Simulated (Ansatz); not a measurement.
## Run report: W, single-point calculation

W (C2/m, 1 atom in the cell), computed with DFT PBEsol, scalar-relativistic, plane waves, PAW, no spin polarisation (Ansatz 0.2.0).

The structure derives from an entry of the Crystallography Open Database. It belongs to a series of runs on one base structure; here: band edges of the strained film's bulk.

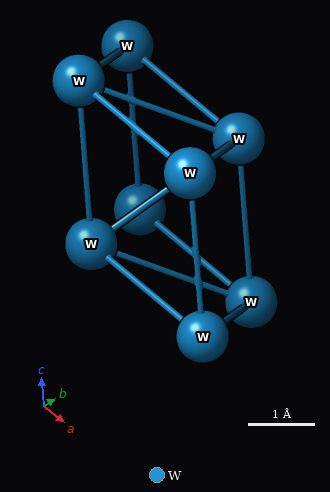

Fig. 1: The input geometry (ball-and-stick view of the reduced cell, seen slightly off an axis). Near neighbours in the crystal (not all of them lie inside the picture): W has 10 W at 2.71 to 2.77 Å.

**Input file**
```yaml
crystal:
  lattice:
    - [2.7402026677, -0.017484831, 0.4081463069]
    - [-1.3852436417, 2.3993123682, 0.0]
    - [1.7134439981, 0.9892573536, 2.7027884311]
  atoms:
    - { symbol: W, position: [0.0, 0.0, 0.0] }
basis:
  ecutwfc: 420
kpoints:
  mp_grid: { grid: [15, 15, 14] }
hamiltonian:
  xc: pbesol
scf:
  occupations: { method: gaussian, width: 0.1 }
output:
  forces: true
  stress: true
  eigenvalues: true
```

**Log**
```
Engine: ansatz 0.2.0, x86_64-unknown-linux-gnu
Pseudopotentials: kind: paw
Pseudopotential: W, paw, valence charge 14, recommended cutoff 420 eV (normal), W.paw.azcp
Functional definition: PBEsol
  exchange = pbesol_x
  correlation = pbesol_c
Crystal: 1 atoms, lattice volume = 15.467 Å³
Basis set: ecut = 420 eV, 311 PW (Γ), exchange–correlation on 40×40×48 points (8 copies of the dense FFT grid, shifted against one another)
Bands: 11, of which v1, the nominal top of the filled ones, is band 7 counted from 1 (6 counted from 0)
Symmetry: 4 space group operations
Space group: C2/m (ITA 12), of the structure as read, at distance tolerance 2.5e-5 Å
k-points: 848 of 3150
Non-local potential: W, projectors of the file, l = 0: 3, l = 1: 2, l = 2: 2, l = 3: 1
PAW form: soft (Blöchl's): semilocal exchange-correlation on the pseudo side does not see the compensation charge
PAW frozen core: W, regenerated for the run's functional, and the local potential with it (the file was generated under x = pbe(κ = 0.804, μ = 0.2195149727645171), c = pbe(β = 0.06672455060314922))
PAW one-centre angular grid: W, 590 points (default); XC on 64 Gauss nodes
Initial density: superposition of atomic densities (neutral atoms: chi_scale 0, normalization atom), corrected by the library's trained network
Initial wavefunctions: pseudopotential atomic-orbital guess
Functional: x = pbesol(κ = 0.804, μ = 0.12345679012345678), c = pbesol(β = 0.046)
SCF iter   1: F=—  HF=-10256.205701 eV  |F-HF|=—  |Δ(HF+E_count)|=         —  Δρ=3.84e-3  dr2=7.15e-4  ethr=1.77e-3  ⟨swp⟩=5.0  Hψ=49469  notcnv=0
preconditioner: auto → none  [metal: Δε(μ)=0.006 eV  Ē_g=9.184 eV  σ=0.100 eV  W_gap=0.04  n_scr=2 (ndim 8)  ℏωp=23.1 eV  f_vac=0.000  D(μ)=0.67/eV (n_scr^D=4)  sad-step TF]
SCF iter   2: F=—  HF=-10256.205497 eV  |F-HF|=—  |Δ(HF+E_count)|=   2.03e-4  Δρ=2.23e-3  dr2=2.52e-4  ethr=5.11e-6  ⟨swp⟩=2.1  Hψ=18426  notcnv=0
SCF iter   3: F=—  HF=-10256.205547 eV  |F-HF|=—  |Δ(HF+E_count)|=   4.95e-5  Δρ=4.27e-4  dr2=2.39e-5  ethr=1.80e-6  ⟨swp⟩=2.0  Hψ=13826  notcnv=0
SCF iter   4: F=—  HF=-10256.205536 eV  |F-HF|=—  |Δ(HF+E_count)|=   1.11e-5  Δρ=1.35e-4  dr2=1.67e-6  ethr=1.71e-7  ⟨swp⟩=3.0  Hψ=14839  notcnv=0
SCF iter   5: F=—  HF=-10256.205535 eV  |F-HF|=—  |Δ(HF+E_count)|=   5.24e-7  Δρ=3.74e-5  dr2=1.62e-7  ethr=1.19e-8  ⟨swp⟩=2.0  Hψ=14976  notcnv=0
SCF iter   6: F=-10256.205535 eV  HF=-10256.205535 eV  |F-HF|=2.45e-8  |Δ(HF+E_count)|=   6.51e-8  Δρ=1.63e-5  dr2=2.91e-8  ethr=7.14e-10  ⟨swp⟩=4.9  Hψ=36895  notcnv=0
SCF 1 converged in 6 iterations: F = -10256.205535 eV  dr2 = 2.91e-8
  greatest PAW one-centre occupation: 1.000 electrons in one spin orbital (limit 2), on the W atom at site 0 (counted from 0), in its partial waves of l = 0
```

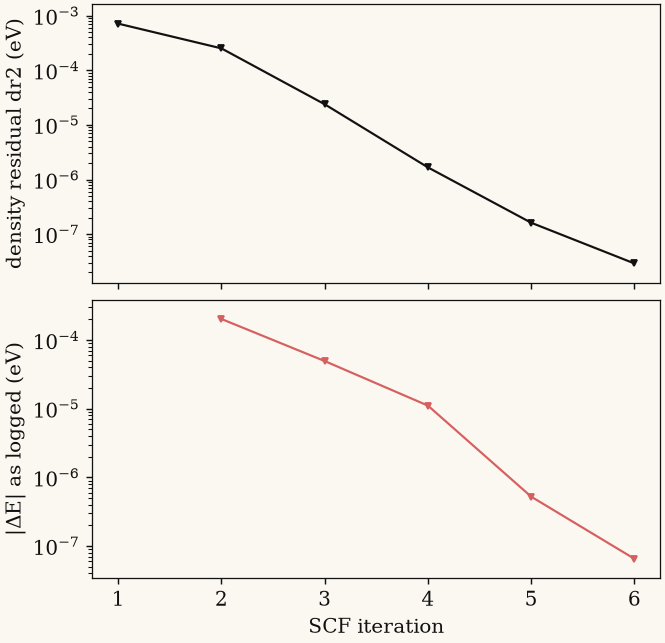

Fig. 2: Convergence of the self-consistent field: density residual dr2 and size of the energy change against the SCF iteration. The residual falls at every step.

```
SCF converged after 6 iterations
Free energy (F): -10256.205535 eV
Harris-Foulkes:  -10256.205535 eV  (|F-HF|=2.45e-8)
Internal energy: -10256.202158 eV  (E = F + TS)
E sigma→0 (E₀):  -10256.203846 eV
Entropy (-TS):   -0.003377 eV (-3.377 meV/atom)
Fermi energy:    22.985761 eV
--- Per-component energies (eV) ---
  E_band       = -74.388381
  E_kinetic    = 452.127970
  E_local      = -589.893285  (includes V_loc(G=0)·N_el)
  E_nonlocal   = 3.564026
  E_hartree    = 213.251606
  E_xc         = -265.761271
  E_vxc        = -239.344379  (∫ρ·V_xc dr)
  E_paw        = -8436.277664  (= ΣΔE_a)
  E_vpaw       = -127.341237  (= ΣTr[D̂ρ^β])
  E_aug_tail   = -0.000064  (compensation charges beyond the density's cutoff)
  E_ewald      = -1633.435268
  E_core_change = 0.221792  (= ΣΔE_core)
  E_smearing   = -0.003377  (= −TS)
  E_closure    = -0.000000  (closes the sum)
  Σ components = -10256.205535   (vs F -10256.205535, Δ=0.00e0)
--- Forces (eV/Å), atoms counted from 1 ---
  atom   1  W      0.00000000     0.00000000     0.00000000
  max |Σ_I F_I| component: 3.08e-33 eV/Å
--- Stress (GPa, compression-positive) ---
        4.157128     -20.412303      -1.172871
      -20.412303      27.727225      -0.677157
       -1.172871      -0.677157      -0.230469
  P = ⅓ Tr σ = 10.5513 GPa (105.513 kbar)
--- Band table (eV; the first three rows and the last of 848) ---
  k-point 0: bands = ["-50.9228", "-14.6149", "-14.4751", "-14.3116", "13.3203", "20.2579", "22.8900", "23.2159", "23.4113", "26.8162", "36.5341"]
  k-point 1: bands = ["-50.9156", "-14.6100", "-14.5557", "-14.3292", "13.5515", "20.3368", "23.0098", "23.1110", "23.3089", "26.6666", "36.8137"]
  k-point 2: bands = ["-50.8955", "-14.7779", "-14.5959", "-14.3782", "14.1943", "20.5343", "22.5747", "23.0286", "23.7657", "26.2922", "37.4136"]
  k-point 847: bands = ["-50.8077", "-15.8695", "-14.6102", "-14.4244", "16.7237", "21.3169", "22.5089", "23.2179", "25.5180", "29.2152", "33.0023"]
```

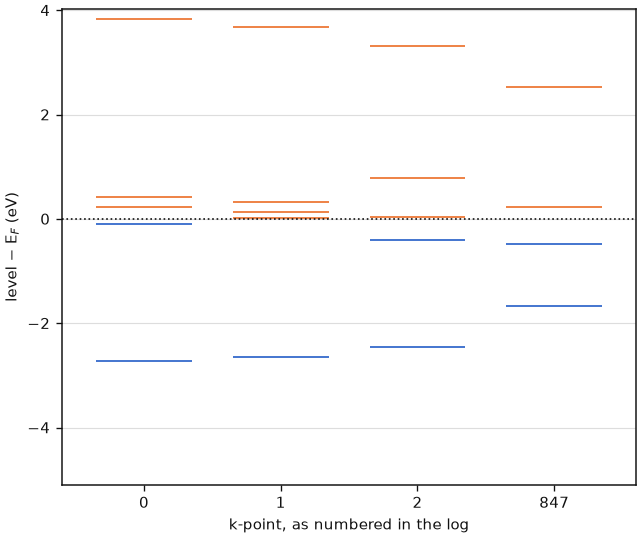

Fig. 3: Kohn–Sham levels near the Fermi level (dotted) at the few k-points that the log prints; levels within 0.02 eV of each other stand side by side. The system is metallic on the full mesh.

**Results in brief**

| quantity | value |
| --- | --- |
| outcome | converged |
| space group (tolerance 0.01 Å) | C2/m (12) |
| electrons treated | 14 |
| free energy | −10256.2055 eV |
| Fermi energy | 22.986 eV |
| gap on the k-point mesh | none (metallic) |
| pressure | 10.55 GPa |
| largest force (length of the vector) | under 0.001 eV/Å |
| hardware | 1 thread of an x86-64 CPU, shared host |
| wall time | 9 s |
| peak memory | 0.48 GiB |

Spin–orbit coupling is left out, which matters for W.
